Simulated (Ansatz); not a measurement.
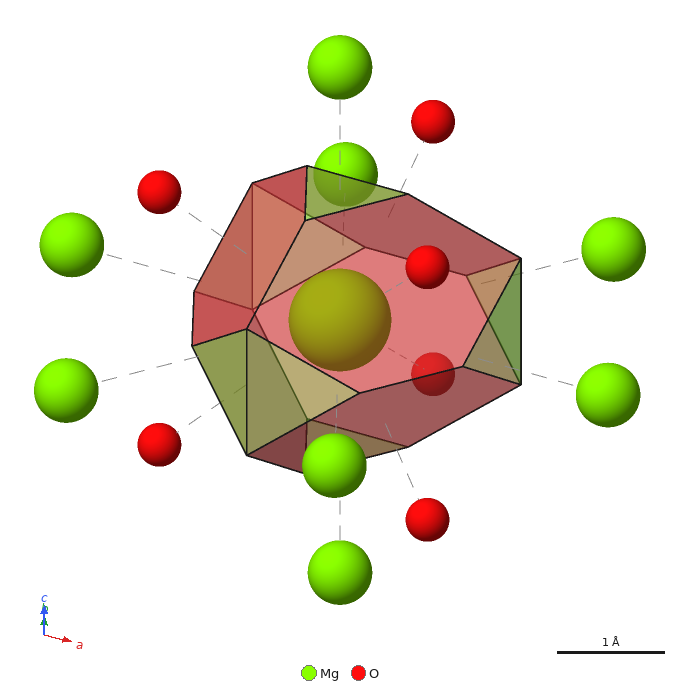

Voronoi–Dirichlet polyhedron, computed geometrically; every face belongs to one neighbour and no atomic radii are used. Central atom: Mg (1a) in MgO; faces take the colour of the neighbour behind them. Geometry: the structure of a calculation's input, shown in its standard cell.

MgO, space group P-6m2 (No. 187), a = 2.938 Å, b = 2.938 Å, c = 2.680 Å, α = 90.00°, β = 90.00°, γ = 120.00°

```json
{"site": "Mg", "Wyckoff": "1a", "x": "0.0000", "y": "0.0000", "z": "0.0000"}
{"site": "O", "Wyckoff": "1d", "x": "0.3333", "y": "0.6667", "z": "0.5000"}
```

Which neighbours share a face with the central atom?

6 O (83 % of the solid angle) and 8 Mg (17 % of the solid angle).

Give the Voronoi index ⟨n3,n4,n5,n6,…⟩ (numbers of faces with 3, 4, 5, 6 … edges).

14 faces, index ⟨8,0,0,6⟩.

What is the volume of this Voronoi cell?

10.0 Å³, equal to the mean volume per atom.
